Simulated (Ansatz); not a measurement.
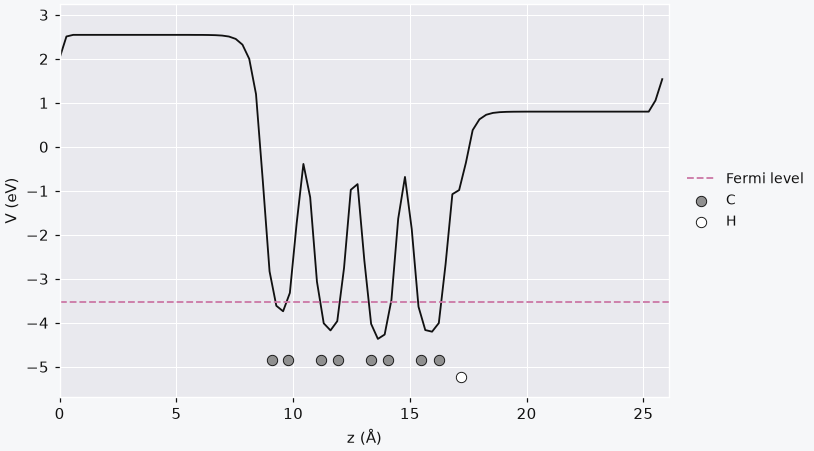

Plane-averaged electrostatic potential energy of an electron across the slab; circles at the bottom mark the heights of the atoms (positions after relaxation).

Calculation on a (100) slab cut from C (P6/mmm), of composition HC₈ (not the bulk's), ended by C planes, 9 atoms in the cell.

Level of theory: DFT PBEsol, scalar-relativistic, plane waves, PAW, no spin polarisation, 12×4×1 k mesh, 420 eV cutoff, Gaussian smearing of 0.1 eV; code Ansatz 0.2.0.

Q: Read off the work function of each face.

A: The work function is 4.32 eV at the right face and 6.06 eV at the left.

Q: How thick are slab and vacuum?

A: The outermost atoms are 8.1 Å apart, which leaves 18.0 Å of vacuum in a cell 26.1 Å high.

Q: Do the two faces differ, and what does that say about the slab's dipole?

A: The vacuum level is 1.75 eV higher at the left than at the right, so the slab carries a dipole along its normal; the ramp in the vacuum, at or near the edge of the plot, is the dipole correction that keeps each side flat. Some atoms were held fixed in the relaxation, which can itself make the faces differ.
